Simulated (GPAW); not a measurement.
# Quasiparticle gap of CdSe (honeycomb monolayer) in GPAW

Wanted: ground state, empty states, screening and self-energy for CdSe (honeycomb monolayer).

Main program and level: GPAW 26.7.0; LDA and many-body steps on it, plane waves.

**1. The starting structure**

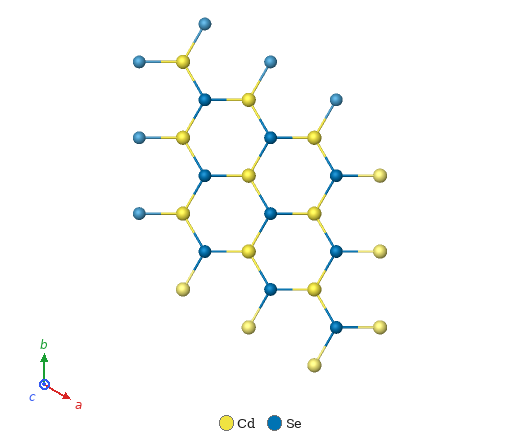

Start, viewed from above; cadmium yellow, selenium blue. 3×3×1 cells are drawn. Some periodic images of atoms are drawn too.

The cell holds 2 atoms: 1 Cd and 1 Se. Cell: a = 4.176 Å, b = 4.176 Å, c = 11.400 Å, α = 90.0°, β = 90.0°, γ = 120.0°. Vacuum lies along c.

The start is a generated structure, not a measured one.

**2. Relaxation**

This step: GPAW 26.7.0; DFT, LDA, plane waves, PAW.

A relaxation at this level of theory: leftover forces would pass straight into the levels.

The input, run.py:

```python
import json
import numpy as np
from gpaw.mpi import world
from ase import Atoms
from ase.constraints import FixSymmetry
from ase.filters import FrechetCellFilter
from ase.optimize import BFGS
from gpaw import GPAW, PW, FermiDirac

atoms = Atoms(['Cd', 'Se'],
    cell=[[4.1762348936, 0.0000000000, 0.0000000000],
      [-2.0881174468, 3.6167255100, 0.0000000000],
      [0.0000000000, 0.0000000000, 11.4000000000]],
    scaled_positions=[[0.3333333333, 0.6666666667, 0.4824561404],
      [0.6666666667, 0.3333333333, 0.5175438596]],
    pbc=(True, True, False))
atoms.set_constraint(FixSymmetry(atoms))
atoms.calc = GPAW(mode=PW(550),
    xc='LDA',
    kpts={'size': (6, 6, 1), 'gamma': True},
    occupations=FermiDirac(0.02),
    convergence={'density': 1e-5},
    txt='relax.txt')
steps = []
opt = BFGS(FrechetCellFilter(atoms, mask=[1, 1, 0, 0, 0, 1]), logfile='bfgs.log')
opt.attach(lambda: steps.append([atoms.get_potential_energy(), atoms.cell[:], atoms.positions.copy(), atoms.get_forces()]))
converged = opt.run(fmax=0.03, steps=50)
res = {'converged': bool(converged), 'steps': steps, 'cell': atoms.cell[:], 'frac': atoms.get_scaled_positions()}

if world.rank == 0:
    with open('result.json', 'w') as f:
        json.dump(res, f, default=lambda x: x.tolist())
```

The run is started by

```
> mpirun -n 4 gpaw python run.py
```

Numbers of over 12 decimals in the logs are rounded to 6 here.

The log of the run:

```text
Step     Time          Energy          fmax
BFGS:    0        -6.136349        1.087461
BFGS:    1        -6.165519        0.732655
BFGS:    2        -6.191842        0.072097
[...]
BFGS:    7        -6.194063        0.062639
BFGS:    8        -6.194364        0.026633
```

The job ended after 32 s (4 MPI ranks of Arm Neoverse V1, shared host; peak memory 0.97 GiB; 2.1 min of CPU time).

Relaxation path:

```
step  energy less that of the first step (eV)  largest force (eV/Å)
   1                                   0.0000                0.1524
   2                                  -0.0292                0.0845
   3                                  -0.0555                0.0383
   4                                  -0.0559                0.0485
   5                                  -0.0560                0.0497
   6                                  -0.0565                0.0485
   7                                  -0.0570                0.0396
   8                                  -0.0577                0.0215
   9                                  -0.0580                0.0058
```

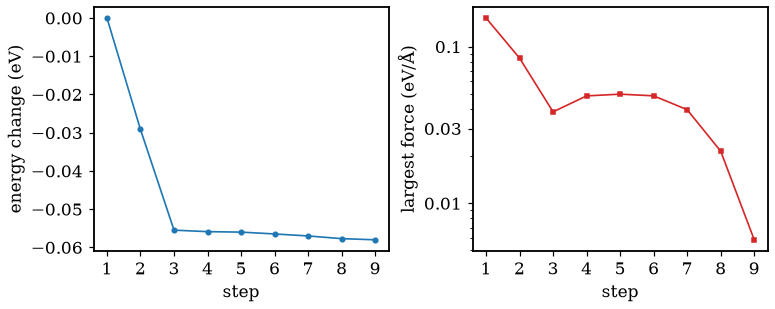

Energy and largest force along the relaxation.

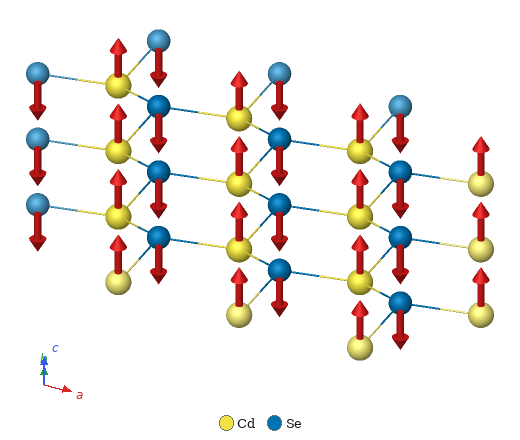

Displacements in the relaxation, exaggerated; the longest in the cell stands for 0.04 Å. 3×3×1 cells are drawn. Some periodic images of atoms are drawn too.

The atoms that moved most (Å):

```
atom     dx     dy      dz  length
 Cd1  0.000  0.000   0.035   0.035
 Se2  0.000  0.000  -0.035   0.035
```

The relaxed structure:

```xyz
2
Lattice="4.3011 0.0000 0.0000 -2.1505 3.7248 0.0000 0.0000 0.0000 11.4000" Properties=species:S:1:pos:R:3
Cd    0.0000    2.4832    5.5350
Se    2.1505    1.2416    5.8650
```

**3. Ground state**

The ground-state density comes first.

The input, run.py:

```python
import json
import numpy as np
from gpaw.mpi import world
from ase import Atoms
from gpaw import GPAW, PW, FermiDirac

atoms = Atoms(['Cd', 'Se'],
    cell=[[4.3010644391, 0.0000000000, 0.0000000000],
      [-2.1505322196, 3.7248310676, 0.0000000000],
      [0.0000000000, 0.0000000000, 11.4000000000]],
    scaled_positions=[[0.3333333333, 0.6666666667, 0.4855303897],
      [0.6666666667, 0.3333333333, 0.5144775343]],
    pbc=(True, True, False))
calc = GPAW(mode=PW(450),
    xc='LDA',
    kpts={'size': (9, 9, 1), 'gamma': True},
    occupations=FermiDirac(0.001),
    nbands=-7,
    convergence={'density': 1e-6, 'bands': -3},
    maxiter=100,
    txt='gs.txt')
atoms.calc = calc
res = {'energy': atoms.get_potential_energy()}
kpts = calc.get_ibz_k_points()
res['kpts'] = kpts
res['eigenvalues'] = [calc.get_eigenvalues(kpt=k) for k in range(len(kpts))]
res['n_electrons'] = calc.get_number_of_electrons()
calc.write('gs.gpw')

if world.rank == 0:
    with open('result.json', 'w') as f:
        json.dump(res, f, default=lambda x: x.tolist())
```

The run is started by

```
> mpirun -n 4 gpaw python run.py
```

The log of the run:

```text
__  _  _
 | _ |_)|_||  |
 |__||  | ||/\| - 26.7.0

Input parameters:
  mode=PW(ecut=450.000000),
  convergence={'density': 1e-06, 'bands': -3},
  kpts=MonkhorstPack(size=(9, 9, 1), gamma=True),
  maxiter=100,
  nbands=-7,
  occupations=Occupations(name='fermi-dirac', width=0.001, fixmagmom=False),
  xc=XC(name='LDA')
  [... matrices ...]
Diagonalizing LCAO Hamiltonian
Converting LCAO to pw mode

        Cd  Se

Atoms  # Å, Bohr magnetons
|   | symbol |         x |        y |        z |    initial magnetic moments |
| 0 |     Cd | -0.000000 | 2.483221 | 5.535046 | ( 0.0000,  0.0000,  0.0000) |
| 1 |     Se |  2.150532 | 1.241610 | 5.865044 | ( 0.0000,  0.0000,  0.0000) |

Unit cell  # Å
| periodic |         x |        y |         z |   lengths |     angles |
|      yes |  4.301064 | 0.000000 |  0.000000 |  4.301064 |  90.000000 |
|      yes | -2.150532 | 3.724831 |  0.000000 |  4.301064 |  90.000000 |
|       no |  0.000000 | 0.000000 | 11.400000 | 11.400000 | 120.000000 |

Number of symmetries: 6
Symmetry operations  # r_c * U_cc + t_c -> r_c
|   | kind |            matrix            |
| 0 |  σ   |  1, 1, 0,  0,-1, 0,  0, 0, 1 |
| 1 |  E   |  1, 0, 0,  0, 1, 0,  0, 0, 1 |
| 2 |  C3  |  0, 1, 0, -1,-1, 0,  0, 0, 1 |
| 3 |  σ   |  0,-1, 0, -1, 0, 0,  0, 0, 1 |
| 4 |  σ   | -1, 0, 0,  1, 1, 0,  0, 0, 1 |
| 5 |  C3  | -1,-1, 0,  1, 0, 0,  0, 0, 1 |

BZ-sampling:
  Number of BZ points: 81
  Number of IBZ points: 12

  Monkhorst-Pack size: [9, 9, 1]
  Monkhorst-Pack shift: [0, 0, 0]

K-points  # in reciprocal-cell coordinates
|     |                                coordinates |     weight |
|   0 | (  0.00000000,   0.00000000,   0.00000000) | 0.01234568 |
|   1 | (  0.11111111,   0.00000000,   0.00000000) | 0.07407407 |
|   2 | (  0.22222222,  -0.11111111,   0.00000000) | 0.07407407 |
|   3 | (  0.22222222,   0.00000000,   0.00000000) | 0.07407407 |
|   4 | (  0.33333333,  -0.11111111,   0.00000000) | 0.14814815 |
|   5 | (  0.33333333,   0.00000000,   0.00000000) | 0.07407407 |
|   6 | (  0.33333333,   0.33333333,   0.00000000) | 0.02469136 |
|   7 | (  0.44444444,  -0.22222222,   0.00000000) | 0.07407407 |
|   8 | (  0.44444444,  -0.11111111,   0.00000000) | 0.14814815 |
|   9 | (  0.44444444,   0.00000000,   0.00000000) | 0.07407407 |
| ... |                                            |            |
|  11 | (  0.44444444,   0.44444444,   0.00000000) | 0.07407407 |

Plane wave coefficients: 3983
Cutoff: 450.000000 eV

Spin-components: 1 (collinear spins)
Bands:           16
Projectors:      11
Spin-degeneracy: 2
Datatype:        complex128

  Storage: CPU
  Wave functions: 12_119_040 bytes (3_029_760 per core)
  Projectors: 16_663_680 bytes (4_165_920 per core)
  [... matrices ...]
Parallelization:
  kpt:    4
  domain: 1
  band:   1

Density:
  Valence electrons: 18.0
  Components: 1
  Grid points: [24 24 56]
  Charge: 0.0  # |e|

Potential:
  Grid points: [24 24 56]

species:
  Cd:
    name:    Cadmium
    Z:       48.0
    valence: 12
    core:    36
    charge:  0.0  # [|e|]
    compensation charges:
      type: gauss
      rc: 0.38  # [Å]
      lmax: 2
    cutoffs:
      filter: 2.12  # [Å]
      core: 2.62  # [Å]
    projectors
    | kind |    occ | energy [eV] | rcut [Å] |
    |   5s |  2.000 |      -5.950 |    1.191 |
    |   5p |  0.000 |      -1.328 |    1.228 |
    |   4d | 10.000 |     -11.904 |    1.164 |
    |    s |        |      21.261 |    1.191 |
    |    p |        |      25.883 |    1.228 |
    |    d |        |      15.307 |    1.164 |

    Using partial waves for Cd as LCAO basis

  Se:
    name:    Selenium
    Z:       34.0
    valence: 6
    core:    28
    charge:  0.0  # [|e|]
    compensation charges:
      type: gauss
      rc: 0.27  # [Å]
      lmax: 2
    cutoffs:
      filter: 1.77  # [Å]
      core: 2.67  # [Å]
    projectors
    | kind |    occ | energy [eV] | rcut [Å] |
    |   4s |  2.000 |     -17.472 |    0.847 |
    |   4p |  4.000 |      -6.656 |    1.005 |
    |    s |        |       9.739 |    0.847 |
    |    p |        |      20.555 |    1.005 |
    |    d |        |       0.000 |    0.847 |

    Using partial waves for Se as LCAO basis

Reference energy: -218053.140292  # eV

eigensolver:
  PPCG
  Converge bands: -3
  niter=2

density mixing:
  MSR1-Mixer
  Pratt-step length: 0.05
  Maximum mixing coefficient: 0.75
  Old densities: 10
  SVD Regularization: 0.005
  Good broyden scale: 1.0
  Trust region scale: 1.0
  Backstep threshold: 4.0
  History deletion threshold: 6.0
  Fourier metric: weight=20.0, sigma=0.015

occupation numbers:
  Fermi-Dirac:
    width: 0.0010  # eV

poisson solver:
  ecut: 3600.000000  # eV

xc functional:
  name: None

Initialization done in: 0.803 s

convergence criteria:
- Maximum integral of absolute [dens]ity change: 1e-06 electrons / valence electron
- Maximum [total energy] change in last 3 cyles: 0.0005 eV / valence electron
- Maximum integral of absolute [eigenst]ate change: 4e-08 eV^2 / valence electron
maximum number of iterations: 100

SCF iterations
|iter     |     time |      energy | eigst |  dens |
|iter:   1|  |   -6.676659 | +0.70 |       |
|iter:   2|  |   -6.564577 | +0.25 | -1.13 |
|iter:   3|  |   -6.171434 | -0.82 | -1.17 |
|iter:   4|  |   -6.163197 | -2.41 | -1.71 |
|iter:   5|  |   -6.161737 | -3.20 | -2.15 |
|iter:   6|  |   -6.161734c| -4.27 | -2.86 |
|iter:   7|  |   -6.161735c| -5.17 | -3.34 |
|iter:   8|  |   -6.161735c| -5.99 | -3.74 |
|iter:   9|  |   -6.161735c| -6.78 | -4.62 |
|iter:  10|  |   -6.161735c| -7.48c| -5.05 |
|iter:  11|  |   -6.161735c| -7.81c| -5.59 |
|iter:  12|  |   -6.161735c| -8.25c| -6.23c|

Converged in 12 steps
SCF loop duration: 3.895 s (0.325 s/step)
Energy contributions relative to reference atoms: (reference = -218053.140292)
  [... matrices ...]
Energy contributions:
  Kinetic:          17.556651
  Coulomb:         -15.927635
  Zero:              0.057923
  External:          0.000000
  Xc:               -7.848675
  Entropy:          -0.000000
  Spinorbit:         0.000000
  ----------------------------
  Free energy:      -6.161735
  Extrapolated:     -6.161735

dipole moment: (-0.745741, 0.430561, -0.077919)  # |e|*Ang

Fermi level: -2.588
Eigenvalues  # (at kpt = [0.000, 0.000, 0.000])
| band index |      eig [eV] | occ [0-2] |
|          0 |       -15.368 |     2.000 |
|          1 |       -11.081 |     2.000 |
|          2 |       -11.081 |     2.000 |
|          3 |       -10.545 |     2.000 |
|          4 |       -10.545 |     2.000 |
|          5 |       -10.362 |     2.000 |
|          6 |        -4.602 |     2.000 |
|          7 |        -3.083 |     2.000 |
|          8 |        -3.083 |     2.000 |
|          9 |        -1.888 |     0.000 |
|         10 |         1.694 |     0.000 |
|         11 |         2.500 |     0.000 |
|         12 |         3.384 |     0.000 |
|         13 |         3.384 |     0.000 |
|         14 |         4.038 |     0.000 |
|         15 |         5.057 |     0.000 |

Gap: 1.195 eV
Transition (v -> c):
  (s=0, k=0, n=8, [0.00, 0.00, 0.00]) -> (s=0, k=0, n=9, [0.00, 0.00, 0.00])
No difference between direct/indirect transitions
vacuum-level: 2.741  # V
# Writing to gs.gpw (mode='')
  [... matrices ...]
```

The job ended after 6.4 s (4 MPI ranks; peak memory 0.72 GiB; 25 s of CPU time).

Numbers from this step:

* total energy: -6.162 eV
* gap: 1.195 eV
* k of the valence top: 0, 0, 0
* k of the conduction bottom: 0, 0, 0
* least direct gap: 1.195 eV

The gap is direct, at Γ.

**4. Empty states on the mesh, 6×6×1 mesh, 306 bands**

The sums over transitions need many empty states on a uniform mesh; this step solves for them.

The input, run.py:

```python
import json
import numpy as np
from gpaw.mpi import world
from gpaw import GPAW

calc = GPAW('gs.gpw').fixed_density(kpts={'size': (6, 6, 1), 'gamma': True},
    parallel={'domain': 1, 'band': 1},
    txt='nscf.txt')
calc.diagonalize_full_hamiltonian(nbands=306)
calc.write('full.gpw', mode='all')
res = {}
kpts = calc.get_ibz_k_points()
res['kpts'] = kpts
res['eigenvalues'] = [calc.get_eigenvalues(kpt=k) for k in range(len(kpts))]
res['n_electrons'] = calc.get_number_of_electrons()

if world.rank == 0:
    with open('result.json', 'w') as f:
        json.dump(res, f, default=lambda x: x.tolist())
```

The run is started by

```
> mpirun -n 4 gpaw python run.py
```

The log of the run:

```text
Diagonalizing LCAO Hamiltonian
Converting LCAO to pw mode
convergence criteria:
- Maximum integral of absolute [eigenst]ate change: 4e-08 eV^2 / valence electron
maximum number of iterations: 100

SCF iterations
|iter     |     time |      energy | eigst |  dens |
|iter:   1|  |             | +0.71 |       |
|iter:   2|  |             | +0.19 |       |
|iter:   3|  |             | -0.92 |       |
[...]
|iter:   8|  |             | -6.17 |       |
|iter:   9|  |             | -7.14 |       |
|iter:  10|  |             | -7.56c|       |
SCF steps: 10
  __  _  _
 | _ |_)|_||  |
 |__||  | ||/\| - 26.7.0

Input parameters:
  mode=PW(ecut=450.000000),
  convergence={'density': 1e-06, 'bands': -3},
  gpts=array([24, 24, 56]),
  kpts=MonkhorstPack(size=(6, 6, 1), gamma=True),
  maxiter=100,
  nbands=16,
  occupations=Occupations(name='fermi-dirac', width=0.001, fixmagmom=False),
  parallel={'domain': 1, 'band': 1},
  xc=XC(name='LDA')
Matrix size: 3945x3945
# Writing to full.gpw (mode='all')
  [... matrices ...]

timing:  # [seconds]
  Total: 111.921  # ━━━━━━━━━━━━━━━━━━━━━━━━━━━━━━━━━━━━━━━━━━━━━━━━━━━━━━━━━
```

It took 1.9 min on 4 MPI ranks; peak memory 5.2 GiB; 7.7 min of CPU time.

Numbers from this step:

* gap: 1.195 eV
* k of the valence top: 0, 0, 0
* k of the conduction bottom: 0, 0, 0
* least direct gap: 1.195 eV
* k points computed: 7
* lowest point of the top converged band, above the valence top: 79.5081 eV

On this mesh the gap is 1.195 eV.

(Continued in part 2 of 2.)

[Paths, hosts, dates, memory and timing lines, banners, echoed tables and standing remarks are left out of the program output.]

[Logs are printed without paths, hosts, clocks, repeated set-up lines and the standing remarks that a program may print on its own settings, such as how far it seeks lower states.]

[Runs of the session that timed out or met a known fault of the program may be left out.]

[Hosts, paths, dates, database ids (printed as entryN), source tags and the programs' standing remarks are cut or masked in the printed files.]
